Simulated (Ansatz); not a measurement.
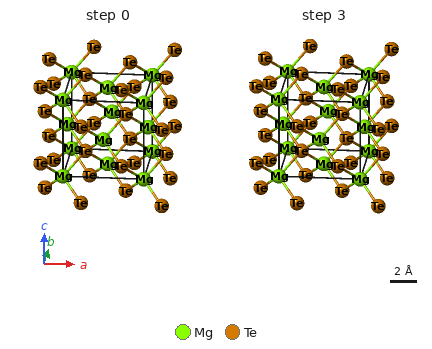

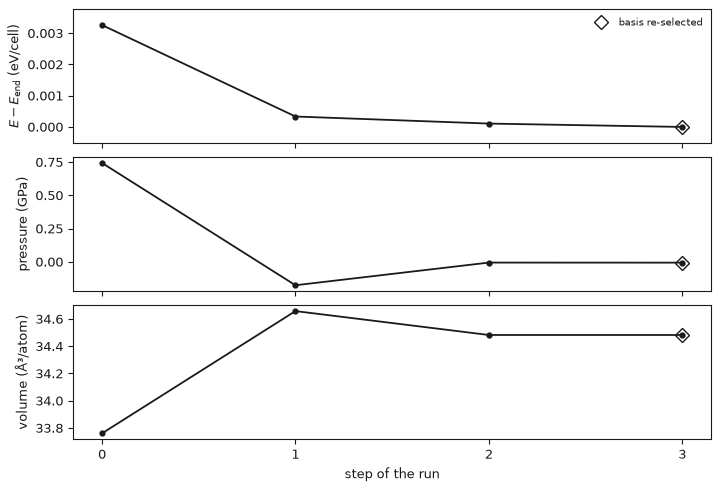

First and last geometry of a relaxation of crystalline MgTe (built on the database structure type), with the history of the run. Style: ball-and-stick. Shown: the conventional cell (4 times the calculation's cell), from a free direction. Lengths and directions refer to the drawn axes.

These are results of DFT, PBE, plane waves, PAW (Ansatz), not measurements.

Input
```yaml
crystal:
  lattice:
    - [0.0, 3.2319988239, 3.2319988239]
    - [3.2319988239, 0.0, 3.2319988239]
    - [3.2319988239, 3.2319988239, 0.0]
  atoms:
    - { symbol: Mg, position: [0.0, 0.0, 0.0] }
    - { symbol: Te, position: [0.75, 0.75, 0.75] }
kpoints:
  mp_grid: { grid: [6, 6, 6] }
hamiltonian:
  xc: pbe
scf:
  occupations: { method: fermi_dirac, width: 0.02 }
relax:
  f_tol: 0.005
  cell: {}
output:
  write_density: true
  write_potential: true
  elf: true
  volumetric_format: npy
```

Run as
```bash
ansatz run input.yaml --threads 2 --pin off --max-ram 2211MiB --backend cpu --events-out ev --progress --plain --runs-dir out
```

> Did the run converge, and what did it change?

It converged. No atom moves by more than 0.005 Å relative to the cell. The drawn cell changes as follows: a = b = c 6.464 → 6.510 Å (+0.7 %); the volume changes by +2.1 %. Among the contacts that change: Mg1–Te2 2.799 → 2.819 Å. The space group stays F-43m (No. 216). The energy falls by 3.3 meV per cell of the calculation in 2 accepted moves (3 points after the start). All forces vanish by symmetry, so only the cell relaxes. Pressure: 0.74 GPa at the start and −0.01 GPa at the end. The SCF was repeated once at an unchanged geometry on a basis and grid sized afresh for the cell, which shifted the energy by 0.1 meV per cell of the calculation at most.

| step | E − E(0), meV/atom | pressure, GPa | volume, Å³/atom | note |
| --- | --- | --- | --- | --- |
| 0 | 0.00 | 0.74 | 33.761 |  |
| 1 | -1.46 | -0.18 | 34.658 |  |
| 2 | -1.58 | -0.01 | 34.482 |  |
| 3 | -1.63 | -0.01 | 34.482 | same geometry, new basis |
